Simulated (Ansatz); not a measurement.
**SiC (P6_3mc): refractive index against wavelength**

The refractive index of SiC (P6_3mc) along x below the direct gap (4.08 eV on the mesh) is read from one computed spectrum, n = √(Re ε). x, y and z are the Cartesian axes of the input cell.

The structure is hexagonal, space group P6_3mc (No. 186). The conventional cell has a = 3.076 Å, b = 3.076 Å, c = 5.048 Å, α = 90.00°, β = 90.00°, γ = 120.00°. Si on site b is surrounded by 4 C at 1.87 to 1.94 Å. C on site b has 4 Si at 1.87 to 1.94 Å as nearest neighbours.

Method: Ansatz 0.2.0, PBE, independent particles, k-mesh 12×12×5 with interpolation inside its cells, Gaussian parameter 0.15 eV.

Launch of the response step: `ansatz run input.yaml --threads 4 --pin off --max-ram 8192MiB --backend cpu --events-out ev --progress --plain --runs-dir out`. The run took 14 s, on 4 threads of Arm Neoverse V2 (shared host).

| wavelength (nm) | photon energy E (eV) | n |
| --- | --- | --- |
| 1310 | 0.946 | 2.6853 |
| 1064 | 1.165 | 2.6955 |
| 850 | 1.459 | 2.7128 |
| 700 | 1.771 | 2.7364 |
| 633 | 1.959 | 2.7532 |
| 532 | 2.331 | 2.7936 |
| 450 | 2.755 | ? |

In the single-oscillator model n² − 1 = E₀E_d/(E₀² − E²), so 1/(n² − 1) = E₀/E_d − E²/(E₀E_d) is linear in E².

Working, on the rows shown:

| x = E² (eV²) | y = 1/(n² − 1) |
| --- | --- |
| 0.895757 | 0.161009 |
| 1.35784 | 0.159599 |
| 2.12762 | 0.15725 |
| 3.13716 | 0.154133 |
| 3.83641 | 0.151973 |
| 5.43137 | 0.146968 |

Means: x̄ = 2.7977, ȳ = 0.15516. Σ(x − x̄)(y − ȳ) = -0.04415, Σ(x − x̄)² = 14.27. Slope = -0.04415 / 14.27 = -0.003094; intercept = ȳ − slope · x̄ = 0.16381. Turned back into n, the line misses the rows shown by at most 0.00032.

Predict the last column of the withheld row from the fit.

At x = 7.5912 the line gives y = 0.14033, that is 2.8507. The run gave 2.8528, so the extrapolation is off by 0.0021, 1.3 % of the range in the table.

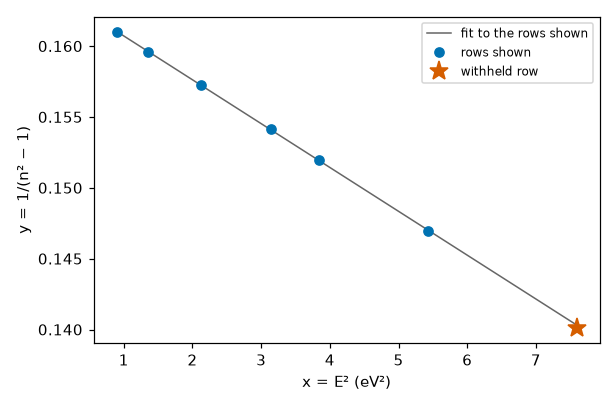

Refitted with all rows, the slope is -0.003123 and the intercept 0.16388. These give E₀ = √(intercept/−slope) = 7.24 eV and E_d = E₀/intercept = 44.2 eV; E₀ is 1.8 times the direct gap. The electronic limit at long wavelengths, without lattice vibrations, is n = √(1 + 1/intercept) = 2.665. Excitons are left out and so are local fields; PBE gaps are as a rule too small.
